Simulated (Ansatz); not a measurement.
## Run report: HfO2, single-point calculation

HfO2 (6 atoms in the cell), computed with DFT PBEsol, scalar-relativistic, plane waves, PAW, PAW set soft_1, no spin polarisation (Ansatz 0.2.0).

The structure derives from a Materials Project entry. Figures and captions count atoms from 1; the log counts them from 0 in places.

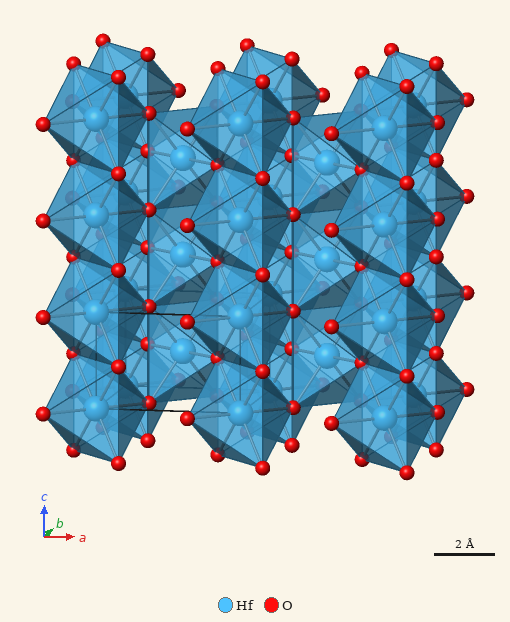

The structure as given in the input (polyhedral view of the cell of the calculation, repeated 2 × 1 × 3, seen slightly off an axis; polyhedra are completed across the faces of the cell). An atom can appear more than once, as a periodic image.

### Input
```yaml
crystal:
  lattice:
    - [4.9515530954, 0.0, 0.0]
    - [0.0, 4.9515530954, 0.0]
    - [0.0, 0.0, 3.2904374695]
  atoms:
    - { symbol: Hf, position: [0.0, 0.0, 0.0] }
    - { symbol: Hf, position: [0.5, 0.5, 0.5] }
    - { symbol: O, position: [0.1949828631, 0.8050171369, 0.4866051246] }
    - { symbol: O, position: [0.3050171369, 0.3050171369, 0.0] }
    - { symbol: O, position: [0.6949828631, 0.6949828631, 0.0] }
    - { symbol: O, position: [0.8050171369, 0.1949828631, 0.5133948754] }
basis:
  ecutwfc: 520.0
kpoints:
  mp_grid: { grid: [6, 6, 8] }
hamiltonian:
  xc: pbesol
  pseudopotentials: { kind: paw, azcp: { folder: soft_1 } }
scf:
  occupations: { method: gaussian, width: 0.05 }
output:
  forces: true
  stress: true
  eigenvalues: true
  write_density: true
  write_potential: true
  elf: true
  volumetric_format: npy
```

Machine: 2 threads of Arm Neoverse N1, 98 GiB of memory available, shared host.

Launched with:
```bash
ansatz run input.yaml --threads 2 --pin off --max-ram 4096MiB --backend cpu --events-out ev --progress --plain --runs-dir out
```

### The program's output
```
Warning: [file] the record states the generating functional pbe (its physics header spells it `PBE`), which answers neither for hamiltonian.xc's functional nor for the pbesol family's — results may be inconsistent (PPs are generated against a specific XC)
Warning: [file] the record states the generating functional pbe (its physics header spells it `PBE`), which answers neither for hamiltonian.xc's functional nor for the pbesol family's — results may be inconsistent (PPs are generated against a specific XC)
Engine: ansatz 0.2.0, aarch64-unknown-linux-gnu
Pseudopotentials: kind: paw
Pseudopotential: Hf, paw, valence charge 26, recommended cutoff 420 eV (normal), [file]
Pseudopotential: O, paw, valence charge 6, recommended cutoff 420 eV (normal), [file]
Functional definition: PBEsol
  exchange = pbesol_x
  correlation = pbesol_c
Crystal: 6 atoms, lattice volume = 80.675 Å³
Basis set: ecut = 520 eV, 2145 PW (Γ), exchange–correlation on 80×80×50 points (8 copies of the dense FFT grid, shifted against one another)
Bands: 46, of which v1, the nominal top of the filled ones, is band 38 counted from 1 (37 counted from 0)
Symmetry: 4 space group operations
Space group: C2/m (ITA 12), of the structure as read, at distance tolerance 4.3e-5 Å
k-points: 89 of 288
Non-local potential: Hf, projectors of the file, l = 0: 3, l = 1: 2, l = 2: 2, l = 3: 3
Non-local potential: O, projectors of the file, l = 0: 2, l = 1: 2, l = 2: 1
PAW form: soft (Blöchl's): semilocal exchange-correlation on the pseudo side does not see the compensation charge
PAW frozen core: Hf, regenerated for the run's functional, and the local potential with it (the file was generated under x = pbe(κ = 0.804, μ = 0.2195149727645171), c = pbe(β = 0.06672455060314922))
PAW frozen core: O, regenerated for the run's functional, and the local potential with it (the file was generated under x = pbe(κ = 0.804, μ = 0.2195149727645171), c = pbe(β = 0.06672455060314922))
PAW one-centre angular grid: Hf, 590 points (default); XC on 64 Gauss nodes
PAW one-centre angular grid: O, 110 points (default); XC on 64 Gauss nodes
Initial density: superposition of atomic densities (chi_scale 0.1, normalization cell, long waves kept (reshape's long-wave potential 0.00 eV rms))
Initial wavefunctions: pseudopotential atomic-orbital guess
Functional: x = pbesol(κ = 0.804, μ = 0.12345679012345678), c = pbesol(β = 0.046)
SCF iter   1: F=—  HF=-33452.953059 eV  |F-HF|=—  |Δ(HF+E_count)|=         —  Δρ=8.84e-2  dr2=4.91e0  ethr=3.10e-3  ⟨swp⟩=5.6  Hψ=13288  notcnv=0
preconditioner: auto → Resta (q_TF=auto, 2.701 Å⁻¹)  ε∞=4.5  [insulator: Δε(μ)=2.575 eV  Ē_g=18.643 eV  σ=0.050 eV  W_gap=1.00  n_scr=30 (ndim 8)  ℏωp=35.1 eV  f_vac=0.024  D(μ)=0.00/eV (n_scr^D=0)  ε∞_Penn≈4.5]
SCF iter   2: F=—  HF=-33451.836185 eV  |F-HF|=—  |Δ(HF+E_count)|=    1.12e0  Δρ=3.83e-2  dr2=1.08e0  ethr=3.10e-3  ⟨swp⟩=3.0  Hψ=8901  notcnv=0  defer=155
SCF iter   3: F=—  HF=-33451.551425 eV  |F-HF|=—  |Δ(HF+E_count)|=   2.85e-1  Δρ=2.14e-2  dr2=3.40e-1  ethr=1.43e-3  ⟨swp⟩=2.0  Hψ=6810  notcnv=0  defer=155
SCF iter   4: F=—  HF=-33451.496566 eV  |F-HF|=—  |Δ(HF+E_count)|=   5.49e-2  Δρ=7.96e-3  dr2=2.80e-2  ethr=4.48e-4  ⟨swp⟩=2.7  Hψ=8051  notcnv=0  defer=155
SCF iter   5: F=—  HF=-33451.507675 eV  |F-HF|=—  |Δ(HF+E_count)|=   1.11e-2  Δρ=2.77e-3  dr2=8.43e-3  ethr=3.68e-5  ⟨swp⟩=2.0  Hψ=7230  notcnv=0  defer=149
SCF iter   6: F=—  HF=-33451.504546 eV  |F-HF|=—  |Δ(HF+E_count)|=   3.13e-3  Δρ=9.51e-4  dr2=5.63e-4  ethr=1.11e-5  ⟨swp⟩=2.0  Hψ=7337  notcnv=0  defer=149
SCF iter   7: F=—  HF=-33451.505014 eV  |F-HF|=—  |Δ(HF+E_count)|=   4.68e-4  Δρ=4.51e-4  dr2=1.33e-4  ethr=7.41e-7  ⟨swp⟩=2.0  Hψ=7382  notcnv=0  defer=149
SCF iter   8: F=—  HF=-33451.505032 eV  |F-HF|=—  |Δ(HF+E_count)|=   1.82e-5  Δρ=8.08e-5  dr2=5.12e-6  ethr=1.75e-7  ⟨swp⟩=2.0  Hψ=7323  notcnv=0  defer=149
SCF iter   9: F=—  HF=-33451.505056 eV  |F-HF|=—  |Δ(HF+E_count)|=   2.44e-5  Δρ=5.63e-5  dr2=2.14e-6  ethr=6.74e-9  ⟨swp⟩=2.0  Hψ=7449  notcnv=0  defer=149
SCF iter  10: F=-33451.505055 eV  HF=-33451.505055 eV  |F-HF|=6.90e-8  |Δ(HF+E_count)|=   1.72e-6  Δρ=1.24e-5  dr2=8.39e-8  ethr=1.32e-10  ⟨swp⟩=13.8  Hψ=34373  notcnv=0
SCF 1 converged in 10 iterations: F = -33451.505055 eV  dr2 = 8.39e-8
  greatest PAW one-centre occupation: 0.999 electrons in one spin orbital (limit 2), on the Hf atom at site 1 (counted from 0), in its partial waves of l = 3
```

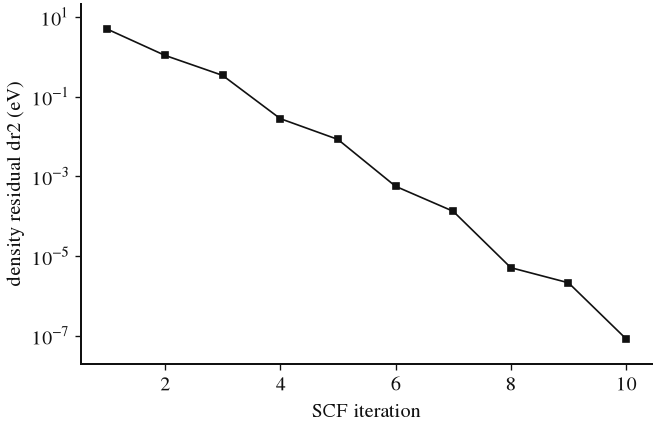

Convergence of the self-consistent field: density residual dr2 against the SCF iteration. The residual falls at every step.

```
SCF converged after 10 iterations
Free energy (F): -33451.505055 eV
Harris-Foulkes:  -33451.505055 eV  (|F-HF|=6.90e-8)
Internal energy: -33451.505055 eV  (E = F + TS)
E sigma→0 (E₀):  -33451.505055 eV
Fermi energy:    11.993807 eV
--- Per-component energies (eV) ---
  E_band       = -307.715707
  E_kinetic    = 1468.784129
  E_local      = -15895.134294  (includes V_loc(G=0)·N_el)
  E_nonlocal   = 352.270362
  E_hartree    = 7466.881820
  E_xc         = -806.359800
  E_vxc        = -864.771879  (∫ρ·V_xc dr)
  E_paw        = -15784.048613  (= ΣΔE_a)
  E_vpaw       = -302.638020  (= ΣTr[D̂ρ^β])
  E_aug_tail   = 0.001090  (compensation charges beyond the density's cutoff)
  E_ewald      = -10256.543014
  E_core_change = 2.643264  (= ΣΔE_core)
  E_smearing   = -0.000000  (= −TS)
  E_closure    = -0.000000  (closes the sum)
  Σ components = -33451.505055   (vs F -33451.505055, Δ=0.00e0)
--- Forces (eV/Å), atoms counted from 1 ---
  atom   1  Hf    -0.00000000    -0.00000000     0.00000000
  atom   2  Hf     0.00000000     0.00000000     0.00000000
  atom   3  O     -0.13438857     0.13438857     0.43938798
  atom   4  O      0.16423276     0.16423276     0.00000000
  atom   5  O     -0.16423276    -0.16423276     0.00000000
  atom   6  O      0.13438857    -0.13438857    -0.43938798
  max |Σ_I F_I| component: 5.55e-17 eV/Å
--- Stress (GPa, compression-positive) ---
      -13.035140      -0.092938       0.814482
       -0.092938     -13.035140      -0.814482
        0.814482      -0.814482     -16.991879
  P = ⅓ Tr σ = -14.3541 GPa (-143.541 kbar)
--- Band table (eV; the first three rows and the last of 89) ---
  k-point 0: bands = ["-50.5881", "-50.5773", "-19.4020", "-19.4009", "-19.1889", "-19.1850", "-19.0882", "-19.0439", "-7.1197", "-6.3799", "-5.5143", "-5.5116", "-0.4817", "-0.4813", "-0.4750", "-0.4610", "-0.4558", "-0.4523", "-0.4519", "-0.4452", "-0.4333", "-0.4214", "-0.4113", "-0.4030", "-0.3294", "-0.3259", "4.8728", "5.4622", "6.2026", "6.8583", "6.8613", "8.3858", "8.3894", "8.5919", "9.4877", "9.7536", "9.7553", "10.1819", "13.8057", "13.9922", "15.0128", "15.3426", "15.3427", "15.7024", "17.4168", "17.6927"]
  k-point 1: bands = ["-50.5859", "-50.5753", "-19.3828", "-19.3818", "-19.1876", "-19.1838", "-19.1576", "-19.1180", "-6.9682", "-6.2773", "-5.5948", "-5.5918", "-0.4788", "-0.4784", "-0.4705", "-0.4583", "-0.4558", "-0.4514", "-0.4495", "-0.4452", "-0.4355", "-0.4239", "-0.4155", "-0.4067", "-0.3404", "-0.3375", "5.1053", "5.6334", "6.3532", "6.8251", "6.8280", "8.1700", "8.5748", "8.5758", "8.9586", "9.5613", "9.5630", "10.0924", "14.1055", "14.4487", "14.9124", "15.2990", "15.3026", "16.0692", "17.2217", "17.9585"]
  k-point 2: bands = ["-50.5804", "-50.5705", "-19.3344", "-19.3332", "-19.3195", "-19.2915", "-19.1866", "-19.1835", "-6.5905", "-6.0480", "-5.7866", "-5.7817", "-0.4709", "-0.4708", "-0.4580", "-0.4561", "-0.4527", "-0.4510", "-0.4446", "-0.4442", "-0.4407", "-0.4298", "-0.4285", "-0.4041", "-0.3653", "-0.3641", "5.7150", "6.0437", "6.7874", "6.8536", "6.8631", "7.3354", "7.9668", "8.9044", "8.9065", "9.0662", "9.0663", "9.7640", "14.6930", "14.7786", "15.2321", "15.3770", "15.3993", "16.7034", "17.0696", "18.5834"]
  k-point 88: bands = ["-50.5726", "-50.5637", "-19.5349", "-19.5308", "-19.2303", "-19.2275", "-19.2248", "-19.2196", "-6.1078", "-6.1020", "-5.8220", "-5.8183", "-0.4608", "-0.4601", "-0.4570", "-0.4517", "-0.4516", "-0.4470", "-0.4466", "-0.4435", "-0.4375", "-0.4349", "-0.4106", "-0.4026", "-0.3980", "-0.3897", "6.1698", "6.1782", "6.4210", "6.4313", "7.2118", "7.2234", "8.1649", "8.1696", "9.2067", "9.2081", "9.6757", "9.6763", "14.9370", "14.9425", "15.5647", "15.5872", "16.1000", "16.1170", "18.7156", "18.7646"]
```

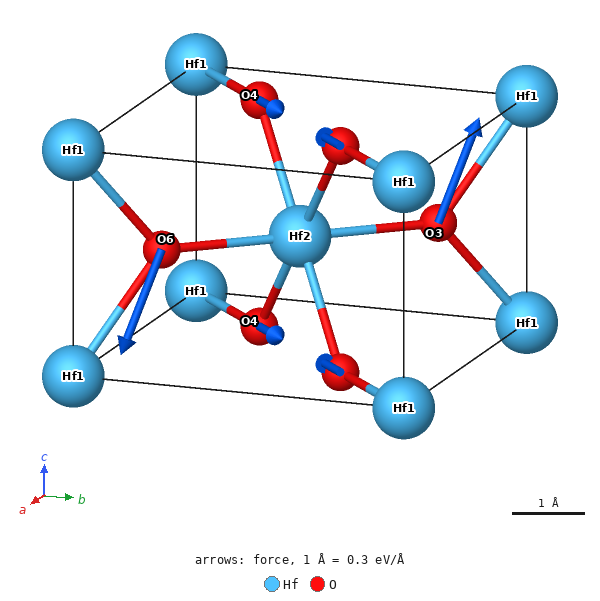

Forces on the atoms as blue arrows (ball-and-stick view of the cell of the calculation, seen slightly off an axis; atoms are numbered from 1 in the order of the input). The largest act on O3, O6 (0.48 eV/Å); O4, O5 (0.23 eV/Å). The geometry is not a stationary point of this energy.

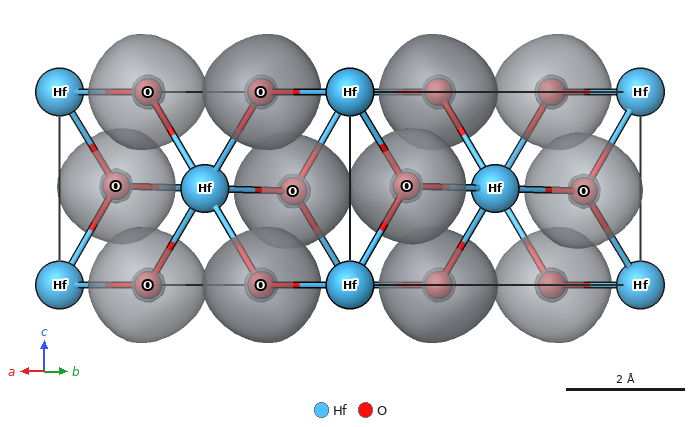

Isosurface of the ELF at 0.6 (grey), seen along [110]. Core shells and regions of very low density are left out. Sticks mark near contacts. The outline is the cell set on symmetry axes. Profiles from the grid: Hf–O (2.10 Å): the ELF peaks at about 0.80 in the valence shell of O, 0.6 Å from its nucleus, and drops to about 0.20 between the two atoms. Hf–O (2.17 Å): the ELF peaks at about 0.80 in the valence shell of O, 0.6 Å from its nucleus, and drops to about 0.15 between the two atoms. Core electrons are frozen (PAW), so the fields are smoothed inside the atomic spheres.

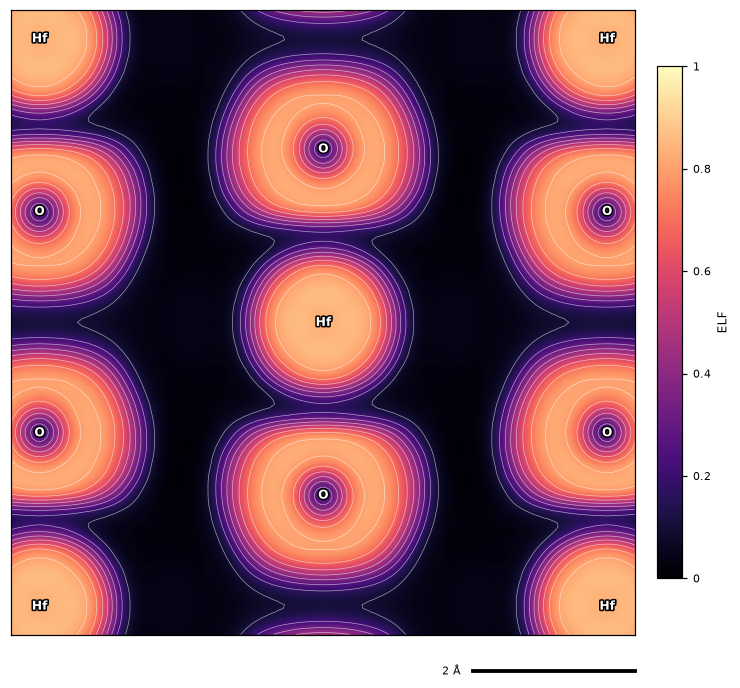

ELF on the (001) plane of the conventional cell. The section cuts through Hf and O sites. The strong features right at Hf lie inside the PAW spheres (semicore, d or f shells) and say nothing about bonding.

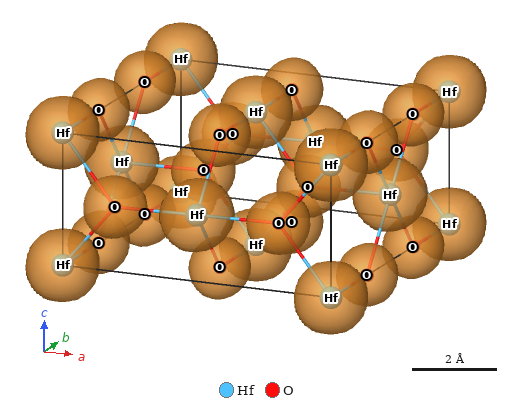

Isosurface of the valence electron density at 1 e/Å³ (orange), seen slightly off an axis. Sticks mark near contacts. The outline is the cell set on symmetry axes. At this value the density breaks into separate islands; it holds about 80 % of the electrons treated as valence (semicore included). It is pinched off along the Hf–O (2.10 Å) and Hf–O (2.17 Å) contacts. On the grid the lowest density along these lines, outside the cores, is 0.66 e/Å³ (Hf–O, 2.10 Å) and 0.57 e/Å³ (Hf–O, 2.17 Å).

### Results in brief

| quantity | value |
| --- | --- |
| outcome | converged |
| space group (tolerance 0.01 Å) | C2/m (12) |
| electrons treated | 76 |
| free energy | −33451.5051 eV |
| Fermi energy | 11.994 eV |
| gap on the k-point mesh | 3.62 eV |
| pressure | −14.35 GPa |
| largest force (length of the vector) | 0.479 eV/Å |
| wall time | 40 s (CPU time 79 s) |
| peak memory | 0.57 GiB |

### Notes

The program warns: the PAW datasets were made with another functional. Spin–orbit coupling is left out, which matters for Hf. The cell is under a tension of 14.4 GPa at this level, so it is not at its equilibrium volume.
